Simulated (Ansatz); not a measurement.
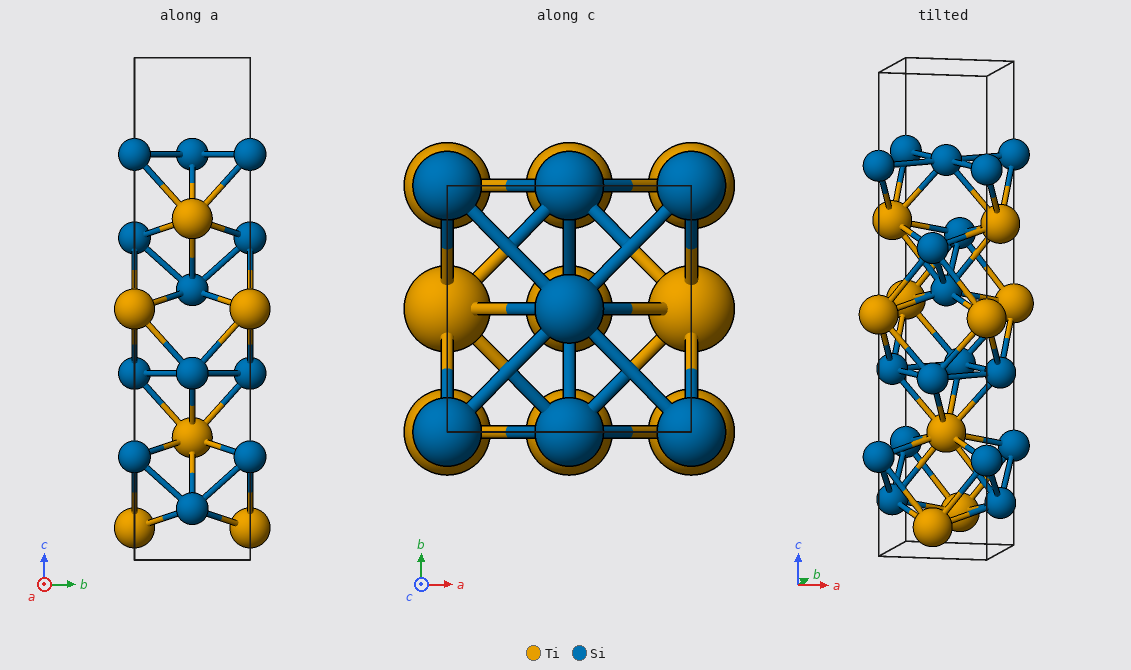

The image is a ball-and-stick drawing of a crystal, viewed along the a axis, along the c axis and slightly off an axis. The edges of the conventional unit cell are marked. Cell: a = 3.548 Å, b = 3.579 Å, c = 15.561 Å, α = 90.00°, β = 90.00°, γ = 90.00°.

What is this?

Chemical formula TiSi₂. The symmetry is that of Pmm2 (No. 25), on a primitive orthorhombic lattice. In the cell are 4 Ti, 8 Si, which makes 4 formula units. The coordination, counted out to bonding distance, is Ti 6 to 10 (mean 9.0) and Si 6 to 8 (mean 7.5). Not all metal-metal contacts are counted.

The structure was taken from a structure listed in the Materials Project. The cell was then strained or its atoms displaced on purpose. It went into a calculation with Ansatz.

At this level of theory the cell isn't at rest (forces up to 0.7 eV/Å), so its distances can differ from those at equilibrium, the more so the softer the solid.
